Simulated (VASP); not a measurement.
# AgCl (Chlorargyrite): structure and properties in VASP, part 4 of 4

Aim: relax AgCl (Chlorargyrite), then compute properties on the relaxed cell. The start is a cell from a database of measured crystal structures.

VASP 6.6.1; SCAN; plane waves and PAW (Ag, Cl).

So far. Step 13 (Volume scan with SCAN, volume scale 1.06): The pressure falls from -1.99 to -2.79 GPa. The parabola predicted -2.74 GPa, +0.05 GPa off. The relaxed cell has a = 5.516 Å (conventional setting).

The database entry behind the starting cell differs from later determinations by our own check (an axis about 1.4 % short against later determinations), so it need not match the best structure at ambient conditions.

### 15. Fit for SCAN

This step: Birch-Murnaghan fit, SCAN; plane waves and PAW (VASP 6.6.1).

No new run; the numbers come from the runs before.

Numbers from this step:

| Quantity | Value |
| --- | --- |
| pressure derivative of the bulk modulus | 4.803 |
| r.m.s. error of the fit | 1.20e-5 eV/atom |
| minimum inside the sampled range | yes |
| bulk modulus | 53.41 GPa |
| equilibrium volume of the fit | 21.13 Å³/atom |

Energy above the fitted minimum against volume:

```
volume (Å³/atom)  energy above the fitted minimum (eV/atom)
           19.72                                     0.0180
           20.14                                    0.00854
           20.56                                    0.00275
           20.97                                     2.1e-4
           21.39                                     5.3e-4
           21.81                                    0.00346
           22.23                                    0.00871
```

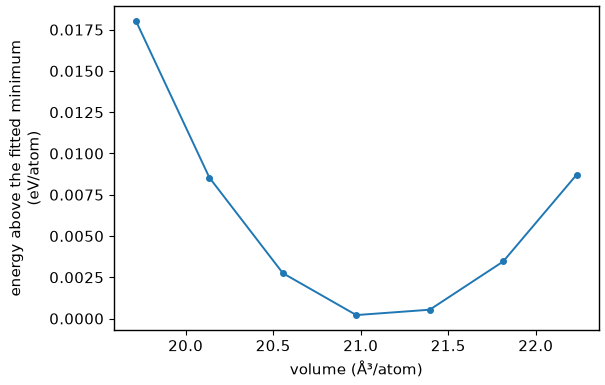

Energy above the fitted minimum against volume.

The fitted volume lies +0.74 % from the relaxed one. At a finite cutoff and mesh the minimum of the energy and the zero of the stress don't quite coincide, and the relaxation stops at a threshold.

### 16. Response to an electric field (SCAN)

This step: SCAN; plane waves and PAW (Ag, Cl) (VASP 6.6.1).

The response to a static field gives the electronic dielectric tensor and the Born charges. It needs tightly converged orbitals, hence the small EDIFF.

INCAR reads:

```
SYSTEM = AgCl
PREC = Accurate
ENCUT = 400
EDIFF = 1E-07
NELM = 100
ISMEAR = 0
SIGMA = 0.01
LREAL = .FALSE.
ALGO = Normal
METAGGA = SCAN
LASPH = .TRUE.
NBANDS = 15
LORBIT = 11
LWAVE = .FALSE.
LCHARG = .FALSE.
LCALCEPS = .TRUE.
LPEAD = .TRUE.
```

POSCAR reads:

```
AgCl
1.0
    0.0000000000      2.7578173435      2.7578173435
    2.7578173435      0.0000000000      2.7578173435
    2.7578173435      2.7578173435      0.0000000000
Ag Cl
1 1
Direct
    0.0000000000      0.0000000000      0.0000000000
    0.5000000000      0.5000000000      0.5000000000
```

KPOINTS reads:

```
Automatic mesh
0
Gamma
6 6 6
0 0 0
```

The projector-augmented-wave data sets are Ag and Cl (PBE family, release 64).

Command:

```console
$ mpirun -np 2 vasp_std
```

Log:

```text
[banner, memory and clock lines left out]
running    2 mpi-ranks, on    1 nodes
 distrk:  each k-point on    2 cores,    1 groups
 distr:  one band on    1 cores,    2 groups

 POSCAR found type information on POSCAR AgCl
 POSCAR found :  2 types and       2 ions
 [... a notice as in an earlier step ...]

 LDA part: xc-table for (None), standard interpolation
 [... a notice as in an earlier step ...]

 POSCAR, INCAR and KPOINTS ok, starting setup
 FFT: planning ... GRIDC
 FFT: planning ... GRID_SOFT
 FFT: planning ... GRID
 WAVECAR not read
 entering main loop
       N       E                     dE             d eps       ncg     rms          rms(c)
DAV:   1     0.462230939064E+02    0.46223E+02   -0.74809E+03   536   0.826E+02
DAV:   2    -0.429126265424E+02   -0.89136E+02   -0.82482E+02   640   0.205E+02
DAV:   3    -0.457689116154E+02   -0.28563E+01   -0.28502E+01   680   0.387E+01
DAV:   4    -0.457872131516E+02   -0.18302E-01   -0.18301E-01   600   0.335E+00
DAV:   5    -0.457874404616E+02   -0.22731E-03   -0.22731E-03   656   0.362E-01    0.717E+00
DAV:   6    -0.405167829892E+02    0.52707E+01   -0.51324E+00   512   0.235E+01    0.642E+00
DAV:   7    -0.404456347793E+02    0.71148E-01   -0.22454E-01   600   0.482E+00    0.395E+00
DAV:   8    -0.404298650441E+02    0.15770E-01   -0.14012E-01   552   0.446E+00    0.870E-01
DAV:   9    -0.404308666927E+02   -0.10016E-02   -0.69415E-03   640   0.730E-01    0.469E-01
DAV:  10    -0.404290529319E+02    0.18138E-02   -0.18025E-03   592   0.491E-01    0.215E-01
DAV:  11    -0.404279341320E+02    0.11188E-02   -0.17409E-03   576   0.404E-01    0.716E-02
DAV:  12    -0.404280056116E+02   -0.71480E-04   -0.39764E-05   624   0.693E-02    0.467E-02
DAV:  13    -0.404281530259E+02   -0.14741E-03   -0.10860E-04   560   0.134E-01    0.214E-02
DAV:  14    -0.404281169982E+02    0.36028E-04   -0.99804E-06   592   0.463E-02    0.467E-03
DAV:  15    -0.404281170922E+02   -0.94004E-07   -0.62837E-07   656   0.757E-03
|                                                                             |
|           W    W    AA    RRRRR   N    N  II  N    N   GGGG   !!!           |
|           W    W   A  A   R    R  NN   N  II  NN   N  G    G  !!!           |
|           W    W  A    A  R    R  N N  N  II  N N  N  G       !!!           |
|           W WW W  AAAAAA  RRRRR   N  N N  II  N  N N  G  GGG   !            |
|           WW  WW  A    A  R   R   N   NN  II  N   NN  G    G                |
|           W    W  A    A  R    R  N    N  II  N    N   GGGG   !!!           |
|                                                                             |
|     One or more components of EFIELD_PEAD are too large for comfort. In     |
|     all probability, you are too near to the onset of Zener tunneling.      |
|                                                                             |
|          e |E dot A_1| =  0.00000 > 1/10, E_g/N_1 =  0.02222                |
|          e |E dot A_2| =  0.02758 > 1/10, E_g/N_2 =  0.02222                |
|          e |E dot A_3| =  0.02758 > 1/10, E_g/N_3 =  0.02222                |
|                                                                             |
|     Possible SOLUTIONS:                                                     |
|      ) Choose a smaller electric field.                                     |
|      ) Use a less dense grid of k-points.                                   |
|                                                                             |

       N       E                     dE             d eps       ncg     rms          rms(c)
SDA:   1    -0.404281282616E+02   -0.40428E+02   -0.60402E-07  1088   0.151E-06   0.000E+00
DMP:   2    -0.404281309270E+02   -0.26654E-05   -0.85310E-07  1088   0.177E-06   0.947E-07
DMP:   3    -0.404281320770E+02   -0.11500E-05   -0.76371E-08  1088   0.102E-07   0.233E-07
DMP:   4    -0.404281319376E+02    0.13946E-06   -0.54677E-08  1088   0.194E-07  -0.151E-07
DMP:   5    -0.404281312056E+02    0.73200E-06   -0.16064E-08  1088   0.361E-08   0.107E-08
DMP:   6    -0.404281310022E+02    0.20335E-06   -0.69673E-09  1088   0.249E-08  -0.195E-08
DMP:   7    -0.404281312547E+02   -0.25250E-06   -0.53302E-09  1088   0.108E-08   0.656E-09
DMP:   8    -0.404281314347E+02   -0.18003E-06   -0.10537E-09  1088   0.213E-09   0.133E-09
DMP:   9    -0.404281313908E+02    0.43927E-07   -0.54107E-10  1088   0.138E-09  -0.759E-11
 final diagonalization occupied
 p_tot=( -0.193E+02 -0.193E+02 -0.193E+02 )
       N       E                     dE             d eps       ncg     rms          rms(c)
 p_tot=( -0.193E+02 -0.193E+02 -0.193E+02 )
dp_tot=(  0.000E+00  0.000E+00  0.000E+00 )  diag[e(oo)]=(  1.00000    ---      ---   )
SDA:   1    -0.404281313910E+02    0.43769E-07   -0.31211E-04  1088   0.780E-04   0.000E+00
 p_tot=( -0.193E+02 -0.193E+02 -0.193E+02 )
dp_tot=(  0.312E-02  0.855E-06  0.855E-06 )  diag[e(oo)]=(  2.34633    ---      ---   )
DMP:   2    -0.404281552684E+02   -0.23877E-04   -0.18918E-04  1088   0.253E-04   0.422E-04
 p_tot=( -0.193E+02 -0.193E+02 -0.193E+02 )
dp_tot=(  0.643E-02  0.178E-05  0.178E-05 )  diag[e(oo)]=(  3.77468    ---      ---   )
DMP:   3    -0.404281669616E+02   -0.11693E-04   -0.50823E-05  1088   0.694E-05   0.111E-04
 p_tot=( -0.193E+02 -0.193E+02 -0.193E+02 )
dp_tot=(  0.842E-02  0.238E-05  0.238E-05 )  diag[e(oo)]=(  4.63331    ---      ---   )
DMP:   4    -0.404281695083E+02   -0.25468E-05   -0.25400E-05  1088   0.632E-05   0.515E-07
 p_tot=( -0.193E+02 -0.193E+02 -0.193E+02 )
dp_tot=(  0.902E-02  0.261E-05  0.261E-05 )  diag[e(oo)]=(  4.89205    ---      ---   )
DMP:   5    -0.404281710853E+02   -0.15770E-05   -0.18072E-05  1088   0.360E-05   0.177E-05
 p_tot=( -0.193E+02 -0.193E+02 -0.193E+02 )
dp_tot=(  0.886E-02  0.262E-05  0.262E-05 )  diag[e(oo)]=(  4.82168    ---      ---   )
DMP:   6    -0.404281721488E+02   -0.10635E-05   -0.70352E-06  1088   0.125E-05   0.978E-06
 p_tot=( -0.193E+02 -0.193E+02 -0.193E+02 )
dp_tot=(  0.855E-02  0.256E-05  0.256E-05 )  diag[e(oo)]=(  4.68650    ---      ---   )
DMP:   7    -0.404281724839E+02   -0.33508E-06   -0.25885E-06  1088   0.682E-06  -0.667E-07
 p_tot=( -0.193E+02 -0.193E+02 -0.193E+02 )
dp_tot=(  0.837E-02  0.250E-05  0.250E-05 )  diag[e(oo)]=(  4.61189    ---      ---   )
DMP:   8    -0.404281726044E+02   -0.12055E-06   -0.16805E-06  1088   0.442E-06  -0.429E-07
 p_tot=( -0.193E+02 -0.193E+02 -0.193E+02 )
dp_tot=(  0.835E-02  0.248E-05  0.248E-05 )  diag[e(oo)]=(  4.60328    ---      ---   )
DMP:   9    -0.404281726823E+02   -0.77854E-07   -0.95671E-07  1088   0.218E-06   0.415E-07
 final diagonalization full
 p_tot=( -0.193E+02 -0.193E+02 -0.193E+02 )
[...]
|           W    W   A  A   R    R  NN   N  II  NN   N  G    G  !!!           |
|           W    W  A    A  R    R  N N  N  II  N N  N  G       !!!           |
|           W WW W  AAAAAA  RRRRR   N  N N  II  N  N N  G  GGG   !            |
|           WW  WW  A    A  R   R   N   NN  II  N   NN  G    G                |
|           W    W  A    A  R    R  N    N  II  N    N   GGGG   !!!           |
|                                                                             |
|     One or more components of EFIELD_PEAD are too large for comfort. In     |
|     all probability, you are too near to the onset of Zener tunneling.      |
|                                                                             |
|          e |E dot A_1| =  0.02758 > 1/10, E_g/N_1 =  0.02222                |
|          e |E dot A_2| =  0.00000 > 1/10, E_g/N_2 =  0.02222                |
|          e |E dot A_3| =  0.02758 > 1/10, E_g/N_3 =  0.02222                |
|                                                                             |
|     Possible SOLUTIONS:                                                     |
|      ) Choose a smaller electric field.                                     |
|      ) Use a less dense grid of k-points.                                   |
|                                                                             |

       N       E                     dE             d eps       ncg     rms          rms(c)
SDA:   1    -0.404281311889E+02    0.41416E-04   -0.70366E-07  1088   0.176E-06   0.000E+00
DMP:   2    -0.404281312809E+02   -0.92000E-07   -0.34317E-07  1088   0.572E-07   0.748E-07
 final diagonalization occupied
 p_tot=( -0.193E+02 -0.193E+02 -0.193E+02 )
       N       E                     dE             d eps       ncg     rms          rms(c)
 p_tot=( -0.193E+02 -0.193E+02 -0.193E+02 )
dp_tot=(  0.000E+00  0.000E+00  0.000E+00 )  diag[e(oo)]=(    ---    1.00000    ---   )
SDA:   1    -0.404281313025E+02   -0.11359E-06   -0.31218E-04  1088   0.780E-04   0.000E+00
 p_tot=( -0.193E+02 -0.193E+02 -0.193E+02 )
dp_tot=(  0.187E-05  0.312E-02  0.167E-05 )  diag[e(oo)]=(    ---    2.34636    ---   )
DMP:   2    -0.404281552670E+02   -0.23965E-04   -0.18922E-04  1088   0.254E-04   0.423E-04
 p_tot=( -0.193E+02 -0.193E+02 -0.193E+02 )
dp_tot=(  0.385E-05  0.643E-02  0.355E-05 )  diag[e(oo)]=(    ---    3.77475    ---   )
DMP:   3    -0.404281669605E+02   -0.11694E-04   -0.50829E-05  1088   0.694E-05   0.111E-04
 p_tot=( -0.193E+02 -0.193E+02 -0.193E+02 )
dp_tot=(  0.454E-05  0.842E-02  0.432E-05 )  diag[e(oo)]=(    ---    4.63339    ---   )
DMP:   4    -0.404281695058E+02   -0.25453E-05   -0.25402E-05  1088   0.632E-05   0.504E-07
 p_tot=( -0.193E+02 -0.193E+02 -0.193E+02 )
dp_tot=(  0.405E-05  0.902E-02  0.409E-05 )  diag[e(oo)]=(    ---    4.89213    ---   )
DMP:   5    -0.404281710839E+02   -0.15781E-05   -0.18073E-05  1088   0.360E-05   0.177E-05
 p_tot=( -0.193E+02 -0.193E+02 -0.193E+02 )
dp_tot=(  0.321E-05  0.886E-02  0.354E-05 )  diag[e(oo)]=(    ---    4.82175    ---   )
DMP:   6    -0.404281721486E+02   -0.10647E-05   -0.70363E-06  1088   0.125E-05   0.978E-06
 p_tot=( -0.193E+02 -0.193E+02 -0.193E+02 )
dp_tot=(  0.265E-05  0.855E-02  0.318E-05 )  diag[e(oo)]=(    ---    4.68657    ---   )
DMP:   7    -0.404281724832E+02   -0.33459E-06   -0.25894E-06  1088   0.682E-06  -0.667E-07
 p_tot=( -0.193E+02 -0.193E+02 -0.193E+02 )
dp_tot=(  0.251E-05  0.837E-02  0.313E-05 )  diag[e(oo)]=(    ---    4.61196    ---   )
DMP:   8    -0.404281726030E+02   -0.11982E-06   -0.16810E-06  1088   0.442E-06  -0.428E-07
 p_tot=( -0.193E+02 -0.193E+02 -0.193E+02 )
dp_tot=(  0.265E-05  0.835E-02  0.326E-05 )  diag[e(oo)]=(    ---    4.60334    ---   )
DMP:   9    -0.404281726819E+02   -0.78863E-07   -0.95693E-07  1088   0.218E-06   0.415E-07
 final diagonalization full
 p_tot=( -0.193E+02 -0.193E+02 -0.193E+02 )
dp_tot=(  0.285E-05  0.839E-02  0.340E-05 )  diag[e(oo)]=(    ---    4.61991    ---   )
|                                                                             |
|           W    W    AA    RRRRR   N    N  II  N    N   GGGG   !!!           |
|           W    W   A  A   R    R  NN   N  II  NN   N  G    G  !!!           |
|           W    W  A    A  R    R  N N  N  II  N N  N  G       !!!           |
|           W WW W  AAAAAA  RRRRR   N  N N  II  N  N N  G  GGG   !            |
|           WW  WW  A    A  R   R   N   NN  II  N   NN  G    G                |
|           W    W  A    A  R    R  N    N  II  N    N   GGGG   !!!           |
|                                                                             |
|     One or more components of EFIELD_PEAD are too large for comfort. In     |
|     all probability, you are too near to the onset of Zener tunneling.      |
|                                                                             |
|          e |E dot A_1| =  0.02758 > 1/10, E_g/N_1 =  0.02222                |
|          e |E dot A_2| =  0.02758 > 1/10, E_g/N_2 =  0.02222                |
|          e |E dot A_3| =  0.00000 > 1/10, E_g/N_3 =  0.02222                |
|                                                                             |
|     Possible SOLUTIONS:                                                     |
|      ) Choose a smaller electric field.                                     |
|      ) Use a less dense grid of k-points.                                   |
|                                                                             |

       N       E                     dE             d eps       ncg     rms          rms(c)
SDA:   1    -0.404281311969E+02    0.41406E-04   -0.70122E-07  1088   0.175E-06   0.000E+00
DMP:   2    -0.404281312653E+02   -0.68462E-07   -0.35130E-07  1088   0.588E-07   0.759E-07
 final diagonalization occupied
 p_tot=( -0.193E+02 -0.193E+02 -0.193E+02 )
       N       E                     dE             d eps       ncg     rms          rms(c)
 p_tot=( -0.193E+02 -0.193E+02 -0.193E+02 )
dp_tot=(  0.000E+00  0.000E+00  0.000E+00 )  diag[e(oo)]=(    ---      ---    1.00000 )
SDA:   1    -0.404281312965E+02   -0.99642E-07   -0.31211E-04  1088   0.780E-04   0.000E+00
 p_tot=( -0.193E+02 -0.193E+02 -0.193E+02 )
dp_tot=(  0.149E-05  0.169E-05  0.312E-02 )  diag[e(oo)]=(    ---      ---    2.34621 )
DMP:   2    -0.404281552633E+02   -0.23967E-04   -0.18917E-04  1088   0.253E-04   0.422E-04
 p_tot=( -0.193E+02 -0.193E+02 -0.193E+02 )
dp_tot=(  0.310E-05  0.343E-05  0.643E-02 )  diag[e(oo)]=(    ---      ---    3.77442 )
DMP:   3    -0.404281669602E+02   -0.11697E-04   -0.50815E-05  1088   0.694E-05   0.111E-04
 p_tot=( -0.193E+02 -0.193E+02 -0.193E+02 )
dp_tot=(  0.366E-05  0.392E-05  0.842E-02 )  diag[e(oo)]=(    ---      ---    4.63296 )
DMP:   4    -0.404281695055E+02   -0.25453E-05   -0.25396E-05  1088   0.632E-05   0.498E-07
 p_tot=( -0.193E+02 -0.193E+02 -0.193E+02 )
dp_tot=(  0.332E-05  0.333E-05  0.902E-02 )  diag[e(oo)]=(    ---      ---    4.89166 )
DMP:   5    -0.404281710816E+02   -0.15761E-05   -0.18071E-05  1088   0.360E-05   0.177E-05
 p_tot=( -0.193E+02 -0.193E+02 -0.193E+02 )
dp_tot=(  0.275E-05  0.247E-05  0.886E-02 )  diag[e(oo)]=(    ---      ---    4.82129 )
DMP:   6    -0.404281721466E+02   -0.10650E-05   -0.70353E-06  1088   0.125E-05   0.978E-06
 p_tot=( -0.193E+02 -0.193E+02 -0.193E+02 )
dp_tot=(  0.240E-05  0.191E-05  0.855E-02 )  diag[e(oo)]=(    ---      ---    4.68611 )
DMP:   7    -0.404281724827E+02   -0.33601E-06   -0.25887E-06  1088   0.682E-06  -0.667E-07
 p_tot=( -0.193E+02 -0.193E+02 -0.193E+02 )
dp_tot=(  0.237E-05  0.179E-05  0.837E-02 )  diag[e(oo)]=(    ---      ---    4.61151 )
DMP:   8    -0.404281726029E+02   -0.12026E-06   -0.16805E-06  1088   0.442E-06  -0.428E-07
 p_tot=( -0.193E+02 -0.193E+02 -0.193E+02 )
dp_tot=(  0.251E-05  0.194E-05  0.835E-02 )  diag[e(oo)]=(    ---      ---    4.60290 )
DMP:   9    -0.404281726812E+02   -0.78315E-07   -0.95652E-07  1088   0.218E-06   0.414E-07
 final diagonalization full
 p_tot=( -0.193E+02 -0.193E+02 -0.193E+02 )
dp_tot=(  0.266E-05  0.215E-05  0.839E-02 )  diag[e(oo)]=(    ---      ---    4.61947 )
   1 F= -.40428173E+02 E0= -.40428173E+02  d E =-.389072E-15
```

The job ended after 5.8 min (2 MPI ranks of Intel Xeon 6975P-C (Granite Rapids), shared host; peak memory 0.4 GiB).

Parts of OUTCAR (step 16):

```text
   k-points           NKPTS =     16   k-points in BZ     NKDIM =     16   number of bands    NBANDS=     16

   NELECT =      18.0000    total number of electrons

            Ionic dipole moment: p[ion]=(   -19.30472   -19.30472   -19.30472 ) |e| Angst

 Total electronic dipole moment: p[elc]=(     0.00000     0.00000     0.00839 ) |e| Angst

 MACROSCOPIC STATIC DIELECTRIC TENSOR (including local field effects)
 ------------------------------------------------------
           4.619742     0.000000    -0.000000
           0.000000     4.619742    -0.000000
           0.000000     0.000000     4.619742
 ------------------------------------------------------

 PIEZOELECTRIC TENSOR (including local field effects) (C/m^2)
          XX          YY          ZZ          XY          YZ          ZX
  --------------------------------------------------------------------------------
  x     0.00000     0.00000     0.00000     0.00000     0.00000     0.00000
  y     0.00000     0.00000     0.00000     0.00000     0.00000     0.00000
  z     0.00000     0.00000     0.00000     0.00000     0.00000     0.00000

 BORN EFFECTIVE CHARGES (including local field effects) (in |e|, cummulative output)
 ---------------------------------------------------------------------------------
 ion    1
    1     1.53394     0.00000     0.00000
    2     0.00000     1.53394    -0.00000
    3     0.00000     0.00000     1.53394
 ion    2
    1    -1.53394     0.00000     0.00000
    2    -0.00000    -1.53394     0.00000
    3    -0.00000    -0.00000    -1.53394

  Total       -0.0024994     -0.0024994     -0.0024994     -0.0000000     -0.0000000      0.0000000
  in kB       -0.0954580     -0.0954580     -0.0954580     -0.0000000     -0.0000000      0.0000000
  external PRESSURE =      -0.0954580 kB  Pullay stress =       0.0000000 kB

 POSITION                                       TOTAL-FORCE (eV/Angst)
 -----------------------------------------------------------------------------------
      0.00000      0.00000      0.00000         0.000000      0.000000      0.000000
      2.75782      2.75782      2.75782         0.000000      0.000000     -0.000000
 -----------------------------------------------------------------------------------
    total drift:                                0.000000      0.000000      0.000000

[... 6 parts as in an earlier step ...]

[... 4 further parts left out ...]
```

Energies printed during the response cycles are not total energies of the cell. The log warns that the applied field is near the limit of Zener tunnelling for this mesh, so the response is less certain.

This step gave:

```
bands                : 16
irreducible k-points : 16
```

Electronic dielectric tensor with local fields:

```
4.62 0.00 0.00
0.00 4.62 0.00
0.00 0.00 4.62
```

Born effective charge (e), principal values of the symmetric part by kind of site:

```
atom  atoms with these values    low  middle   high   mean
 Ag1                        1   1.53    1.53   1.53   1.53
 Cl2                        1  -1.53   -1.53  -1.53  -1.53
```

In full for Ag1:

```
1.53 0.00 0.00
0.00 1.53 0.00
0.00 0.00 1.53
```

The Born charges sum to zero; the printed set may have that rule imposed, so this is no test. The mean Born charge of Cl, -1.53 e, exceeds its nominal -1, the mark of charge that flows along bonds as atoms move.

### 17. What came out

| Property | Result |
| --- | --- |
| relaxed volume | 20.97 Å³/atom |
| relaxed conventional cell a, b, c | 5.516, 5.516, 5.516 Å |
| space group after relaxing, within 0.02 Å | Fm-3m (No. 225) |
| band gap | 1.33 eV, indirect (least direct gap of that run 3.50 eV) |
| gap among the points of the DOS mesh alone, an upper bound | 1.33 eV |
| bulk modulus from the fit | 53.4 GPa |
| volume from the fit | 21.1 Å³/atom |
| electronic dielectric constant, mean | 4.62 |

**Reading.** With SCAN, AgCl (Chlorargyrite) relaxes to 20.97 Å³/atom in space group Fm-3m (held by the symmetry of the run), has an indirect gap of 1.33 eV and has a bulk modulus of 53.4 GPa. Against the listed cell the volume lies +2.5 %. Band structure (SCAN): On this path the gap is indirect, 1.33 eV, with the valence top at L and the conduction bottom at Γ. The least direct gap is 3.50 eV. Response to an electric field (SCAN): The electronic dielectric tensor with local fields is isotropic, 4.62. Response to an electric field (SCAN): Mean Born effective charge: Ag1 1.53, Cl2 -1.53 e. Semilocal functionals usually underestimate gaps. Spin-orbit coupling is left out; it would split some degenerate bands. No search among competing phases was made, and a listed structure need not be the one stable at ambient conditions. All values are for a static lattice at zero temperature.

[Lines on the potential files, build, host, timing and source positions are cut from VASP's logs without a mark.]

[Logs are printed without paths, hosts, clocks, repeated set-up lines and the standing remarks that a program may print on its own settings, such as how far it seeks lower states.]

[Hosts, paths, dates, database ids (printed as entryN), source tags and the programs' standing remarks are cut or masked in the printed files.]

[A measured line is paired with the nearest computed mode of its activity, which favours agreement.]
